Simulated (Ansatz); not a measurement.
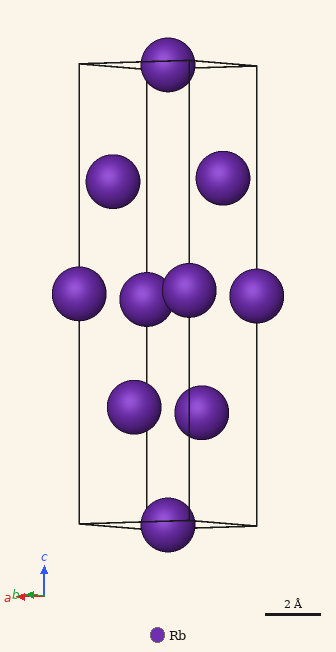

The starting point is a symmetric starting cell of Rb. The picture is a spheres-only view of the conventional cell (2 times the calculation's cell), seen from a free direction. Lengths and directions refer to the drawn axes.

These are results of DFT PBE, scalar-relativistic, plane waves, PAW (Ansatz 0.2.0), not measurements. Set-up: plane-wave cutoff 420 eV; k-point mesh 12 × 12 × 12; occupations gaussian; smearing width 0.1 eV; no spin polarisation.

Now this is done to it. The cell is strained by +2.5 % along c and −3.5 % across it (volume −4.6 %), the atoms keeping their fractional coordinates. No relaxation follows. The starting cell wasn't computed here and needn't be at equilibrium, so pressure and forces aren't due to the change alone.

Input file:
```yaml
crystal:
  lattice:
    - [-2.295533101, 2.295533101, 8.7002066315]
    - [2.295533101, -2.295533101, 8.7002066315]
    - [2.295533101, 2.295533101, -8.7002066315]
  atoms:
    - { symbol: Rb, position: [0.25, 0.75, 0.5] }
    - { symbol: Rb, position: [0.5, 0.5, 0.0] }
basis:
  ecutwfc: 420
kpoints:
  mp_grid: { grid: [12, 12, 12] }
hamiltonian:
  xc: pbe
scf:
  occupations: { method: gaussian, width: 0.1 }
output:
  forces: true
  stress: true
  eigenvalues: true
```

Command:
```bash
ansatz run input.yaml --threads 1 --pin off --max-ram 1331MiB --backend cpu --events-out ev --progress --plain --runs-dir out
```

**Predict the response.**

The pressure is 0.1 GPa (not all of it need come from the change, since the unchanged cell can be under pressure at this level too). The principal stresses (compression positive) are 0.0 GPa along c and 0.2 GPa across it. All forces vanish by symmetry. Some distances before and after: Rb–Rb 4.758 → 4.591 Å, Rb–Rb 4.866 → 4.919 Å. The space group stays I4_1/amd (No. 141).

The changed structure in the same view:

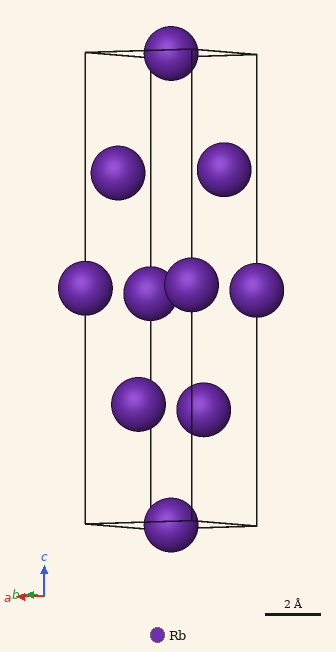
